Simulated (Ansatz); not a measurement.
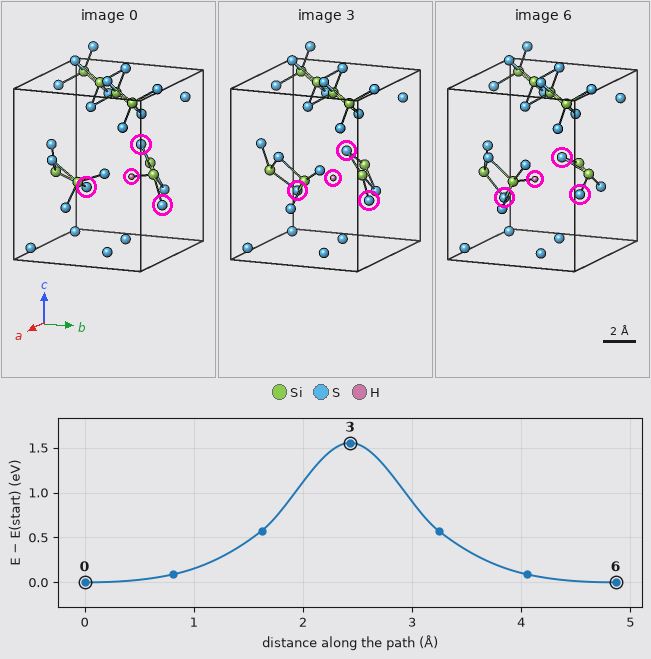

NEB run on a defect cell of composition Si₈HS₁₆ (cell charge −1) (25 atoms in the cell). Images are numbered from 0 (start) to 6 (end). The picture is a ball-and-stick view of the simulation cell (origin moved), seen from a free direction. The atoms that move most are ringed. Bonds to atoms that aren't drawn are left out.

The calculation used Ansatz, DFT PBE, scalar-relativistic, plane waves, PAW. Set-up: plane-wave cutoff 420 eV; k-point mesh 2 × 2 × 2; Gaussian smearing 0.02 eV; 5 movable images; climbing image.

Question: Read off the barrier and say what moves.

Answer: The barrier is about 1.55 eV in both directions, with image 3 at the top; the ends have the same energy. The H atom travels furthest, 2.01 Å from end to end, along [1 −1 0], on a straight line. It doesn't move alone: S (1.24 Å), S (1.20 Å), S (1.20 Å), S (1.24 Å) move with it. Breaking: H–Si (1.48 → 3.61 Å). Forming: H–Si (3.61 → 1.48 Å). The band is converged.

Limits of the set-up: the periodic images lie only 8.5 Å apart, so the values are limited by the cell's size; the cell is charged, on a uniform background, and energies carry no finite-size correction.

Cost: 5.7 min on 4 threads of Intel(R) Xeon(R) Platinum 8488C (Sapphire Rapids) (shared host), peak memory 3.1 GiB.
